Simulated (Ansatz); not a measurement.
**What a change does: single-point calculation on InSb**

System: InSb (2 atoms in the cell).
Method of run A: DFT r2SCAN, scalar-relativistic, plane waves, PAW, no spin polarisation (Ansatz 0.2.0).

The structure derives from an entry of the Crystallography Open Database. Text and figures count atoms from 1; the logs count them from 0 in places.

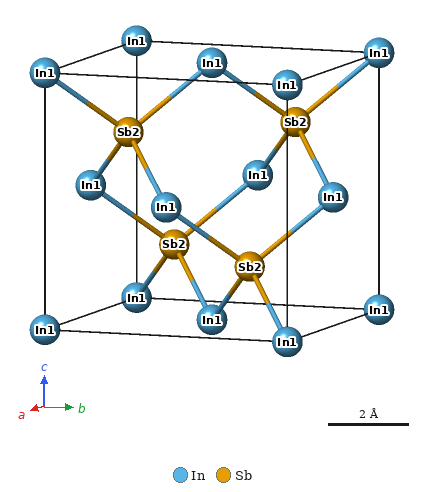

Fig. 1: The structure as given in the input (ball-and-stick view of the cell 4 times as large as that of the calculation, set on its symmetry axes, seen slightly off an axis; atoms are numbered from 1 in the order of the input). An atom can appear more than once, as a periodic image. Near neighbours in the periodic cell (some may lie outside the picture): In has 4 Sb at 2.84 Å; Sb has 4 In at 2.84 Å.

Input, run A:
```yaml
crystal:
  lattice:
    - [4.6351943571, 0.0, 0.0]
    - [0.0, 6.555154724, 0.0]
    - [2.3175971785, -3.277577362, 2.3175971785]
  atoms:
    - { symbol: In, position: [0.0, 0.0, 0.0] }
    - { symbol: Sb, position: [0.5, 0.75, 0.0] }
basis:
  ecutwfc: 500
kpoints:
  mp_grid: { grid: [8, 6, 15] }
hamiltonian:
  xc: r2scan
scf:
  occupations: { method: gaussian, width: 0.1 }
output:
  forces: true
  stress: true
  eigenvalues: true
```

Command:
```bash
ansatz run input.yaml --threads 2 --pin off --max-ram 5120MiB --backend cpu --events-out ev --progress --plain --runs-dir out
```

Hardware: 2 threads of AMD EPYC (Zen 5), 32 GiB of memory available, shared host.

Output, shortened to warnings, some set-up lines, iterations and results (run A):
```
Warning: crystal.symmetry: narrowed to the stabiliser of the k-point mesh — unitary ops 24 → 1; excluded 23 operations that carry a point of the 8×6×15 mesh (shift [0, 0, 0]) off the mesh (the run samples exactly the mesh kpoints.mp_grid names, as under crystal.symmetry.detect: false, and its converged state has the mesh's symmetry, not the crystal's; ε∞, the Born charges and the force constants …
Basis set: ecut = 500 eV, 1807 PW (Γ), exchange–correlation on 144×192×144 points (64 copies of the dense FFT grid, shifted against one another)
Symmetry: 1 space group operations
k-points: 362 of 720 (time reversal used)
Initial density: superposition of atomic densities (neutral atoms: chi_scale 0, normalization atom), corrected by the library's trained network
[...]
SCF iter   1: F=—  HF=-12111.435222 eV  |F-HF|=—  |Δ(HF+E_count)|=         —  Δρ=5.94e-3  dr2=1.52e-2  dr2_τ=6.17e-3  ethr=1.77e-3  ⟨swp⟩=5.8  Hψ=35428  notcnv=0
SCF iter   2: F=—  HF=-12111.440759 eV  |F-HF|=—  |Δ(HF+E_count)|=   5.54e-3  Δρ=1.82e-3  dr2=1.62e-3  dr2_τ=6.29e-5  ethr=5.41e-5  ⟨swp⟩=2.0  Hψ=14115  notcnv=0
SCF iter   3: F=—  HF=-12111.441097 eV  |F-HF|=—  |Δ(HF+E_count)|=   3.38e-4  Δρ=8.47e-4  dr2=2.63e-4  dr2_τ=6.83e-6  ethr=5.79e-6  ⟨swp⟩=2.7  Hψ=9463  notcnv=0
SCF iter   4: F=—  HF=-12111.441157 eV  |F-HF|=—  |Δ(HF+E_count)|=   5.97e-5  Δρ=1.12e-4  dr2=5.61e-6  dr2_τ=1.38e-7  ethr=9.38e-7  ⟨swp⟩=3.0  Hψ=10259  notcnv=0
SCF iter   5: F=—  HF=-12111.441157 eV  |F-HF|=—  |Δ(HF+E_count)|=   2.15e-7  Δρ=2.03e-5  dr2=2.23e-7  dr2_τ=7.82e-9  ethr=2.00e-8  ⟨swp⟩=2.6  Hψ=11056  notcnv=0
SCF iter   6: F=-12111.441157 eV  HF=-12111.441157 eV  |F-HF|=6.81e-9  |Δ(HF+E_count)|=   5.40e-8  Δρ=3.92e-6  dr2=6.22e-9  dr2_τ=3.60e-10  ethr=3.57e-10  ⟨swp⟩=6.9  Hψ=30974 …
SCF 1 converged in 6 iterations: F = -12111.441157 eV  dr2 = 6.22e-9
SCF converged after 6 iterations
Free energy (F): -12111.441157 eV
Harris-Foulkes:  -12111.441157 eV  (|F-HF|=6.81e-9)
Internal energy: -12111.440869 eV  (E = F + TS)
E sigma→0 (E₀):  -12111.441013 eV
Entropy (-TS):   -0.000288 eV (-0.144 meV/atom)
Fermi energy:    6.813137 eV
--- Per-component energies (eV) ---
  E_band       = -289.548500
  E_kinetic    = 448.912278
  E_local      = -3247.128308  (includes V_loc(G=0)·N_el)
  E_nonlocal   = 731.390028
  E_hartree    = 1396.830279
  E_xc         = -327.603681
  E_vxc        = -208.604598  (∫ρ·V_xc dr)
  E_paw        = -8787.710134  (= ΣΔE_a)
  E_vpaw       = -822.139853  (= ΣTr[D̂ρ^β])
  E_aug_tail   = 0.000007  (compensation charges beyond the density's cutoff)
  E_vtau       = 14.359508  (kinetic-family band-sum trace: ∫τ·v_τ [+ j·A + Jᵃ·Aᵃ] dr)
  E_ewald      = -2327.602921
  E_core_change = 1.471583  (= ΣΔE_core)
  E_smearing   = -0.000288  (= −TS)
  E_closure    = 0.000000  (closes the sum)
  Σ components = -12111.441157   (vs F -12111.441157, Δ=0.00e0)
--- Forces (eV/Å), atoms counted from 1 ---
  atom   1  In     0.00007408    -0.00003837    -0.00048229
  atom   2  Sb    -0.00007406     0.00003880     0.00048236
  max |Σ_I F_I| component: 4.37e-7 eV/Å
--- Stress (GPa, compression-positive) ---
        0.036901       0.000577      -0.000519
        0.000577       0.018141       0.004221
       -0.000519       0.004221       0.026212
  P = ⅓ Tr σ = 0.0271 GPa (0.271 kbar)
```

For run B the input was changed thus:
```diff
+  xc_grid: 2
+  dispersion: d3bj
```

Predict how the results change.

The total energies belong to different models, so their difference says nothing on which is more stable or more accurate. The pressure goes from 0.03 to −0.67 GPa. The number of SCF iterations is the same.

Output, shortened to warnings, some set-up lines, iterations and results (run B):
```
Warning: crystal.symmetry: narrowed to the stabiliser of the k-point mesh — unitary ops 24 → 1; excluded 23 operations that carry a point of the 8×6×15 mesh (shift [0, 0, 0]) off the mesh (the run samples exactly the mesh kpoints.mp_grid names, as under crystal.symmetry.detect: false, and its converged state has the mesh's symmetry, not the crystal's; ε∞, the Born charges and the force constants …
Warning: the engine holds no damping parameters fitted to this dispersion correction and functional, so the run takes those fitted to r2scan beside the three-body term, which d3bj leaves out (hamiltonian.dispersion, under Limitations)
Basis set: ecut = 500 eV, 1807 PW (Γ), exchange–correlation on 72×96×72 points (8 copies of the dense FFT grid, shifted against one another)
Symmetry: 1 space group operations
k-points: 362 of 720 (time reversal used)
Initial density: superposition of atomic densities (neutral atoms: chi_scale 0, normalization atom), corrected by the library's trained network
[...]
SCF iter   1: F=—  HF=-12111.741992 eV  |F-HF|=—  |Δ(HF+E_count)|=         —  Δρ=5.94e-3  dr2=1.52e-2  dr2_τ=6.17e-3  ethr=1.77e-3  ⟨swp⟩=5.8  Hψ=35426  notcnv=0
SCF iter   2: F=—  HF=-12111.747531 eV  |F-HF|=—  |Δ(HF+E_count)|=   5.54e-3  Δρ=1.82e-3  dr2=1.62e-3  dr2_τ=6.29e-5  ethr=5.41e-5  ⟨swp⟩=2.0  Hψ=14115  notcnv=0
SCF iter   3: F=—  HF=-12111.747868 eV  |F-HF|=—  |Δ(HF+E_count)|=   3.38e-4  Δρ=8.47e-4  dr2=2.63e-4  dr2_τ=6.83e-6  ethr=5.79e-6  ⟨swp⟩=2.7  Hψ=9463  notcnv=0
SCF iter   4: F=—  HF=-12111.747928 eV  |F-HF|=—  |Δ(HF+E_count)|=   5.97e-5  Δρ=1.12e-4  dr2=5.60e-6  dr2_τ=1.38e-7  ethr=9.38e-7  ⟨swp⟩=3.0  Hψ=10259  notcnv=0
SCF iter   5: F=—  HF=-12111.747929 eV  |F-HF|=—  |Δ(HF+E_count)|=   6.32e-7  Δρ=2.03e-5  dr2=2.23e-7  dr2_τ=7.81e-9  ethr=2.00e-8  ⟨swp⟩=2.6  Hψ=11061  notcnv=0
SCF iter   6: F=-12111.747929 eV  HF=-12111.747929 eV  |F-HF|=6.82e-9  |Δ(HF+E_count)|=   5.40e-8  Δρ=3.92e-6  dr2=6.22e-9  dr2_τ=3.60e-10  ethr=3.57e-10  ⟨swp⟩=6.9  Hψ=30957 …
SCF 1 converged in 6 iterations: F = -12111.747929 eV  dr2 = 6.22e-9
SCF converged after 6 iterations
Free energy (F): -12111.747929 eV
Harris-Foulkes:  -12111.747929 eV  (|F-HF|=6.82e-9)
Internal energy: -12111.747641 eV  (E = F + TS)
E sigma→0 (E₀):  -12111.747785 eV
Entropy (-TS):   -0.000288 eV (-0.144 meV/atom)
Fermi energy:    6.813123 eV
--- Per-component energies (eV) ---
  E_band       = -289.549079
  E_kinetic    = 448.912534
  E_local      = -3247.127980  (includes V_loc(G=0)·N_el)
  E_nonlocal   = 731.389517
  E_hartree    = 1396.829992
  E_xc         = -327.603536
  E_vxc        = -208.605146  (∫ρ·V_xc dr)
  E_paw        = -8787.709771  (= ΣΔE_a)
  E_vpaw       = -822.139380  (= ΣTr[D̂ρ^β])
  E_aug_tail   = 0.000007  (compensation charges beyond the density's cutoff)
  E_vtau       = 14.359505  (kinetic-family band-sum trace: ∫τ·v_τ [+ j·A + Jᵃ·Aᵃ] dr)
  E_ewald      = -2327.602921
  E_disp       = -0.307065  (pairwise vdW)
  E_core_change = 1.471583  (= ΣΔE_core)
  E_smearing   = -0.000288  (= −TS)
  E_closure    = 0.000000  (closes the sum)
  Σ components = -12111.747929   (vs F -12111.747929, Δ=0.00e0)
--- Forces (eV/Å), atoms counted from 1 ---
  atom   1  In     0.00007408    -0.00003820    -0.00048247
  atom   2  Sb    -0.00007406     0.00003892     0.00048242
  max |Σ_I F_I| component: 7.29e-7 eV/Å
--- Stress (GPa, compression-positive) ---
       -0.661269       0.000577      -0.000519
        0.000577      -0.680026       0.004219
       -0.000519       0.004219      -0.671957
  P = ⅓ Tr σ = -0.6711 GPa (-6.711 kbar)
```

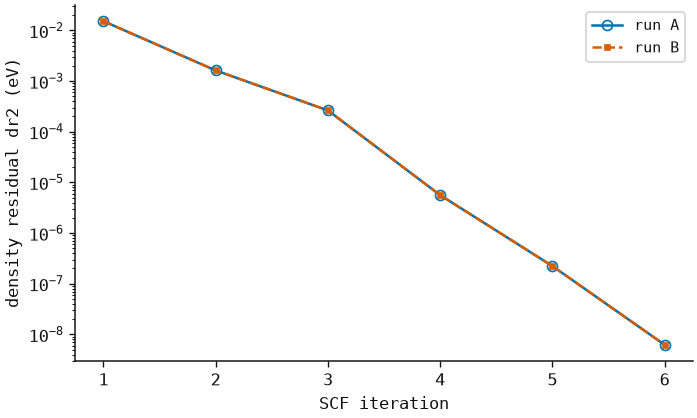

Fig. 2: Convergence of the two runs: density residual dr2 against the SCF iteration. Run A takes 6 iterations in all, and run B takes 6.

The two runs side by side:

| quantity | run A | run B |
| --- | --- | --- |
| outcome | converged | converged |
| free energy per atom (eV) | −6055.7206 | −6055.8740 |
| gap on the mesh (eV) | 0.00 | 0.00 |
| pressure (GPa) | 0.03 | −0.67 |
| largest force (eV/Å) | 0.000 | 0.000 |
| SCF iterations | 6 | 6 |
| irreducible k-points | 362 | 362 |
| plane waves at Γ | 1807 | 1807 |
| wall time (shared host) | 17 s | 16 s |

For run A: Warnings: the k-point mesh lowers the symmetry that the run can use. For run B: Warnings: the k-point mesh lowers the symmetry that the run can use; the dispersion correction has no parameters fitted for this combination and takes those fitted for r2SCAN with other terms.
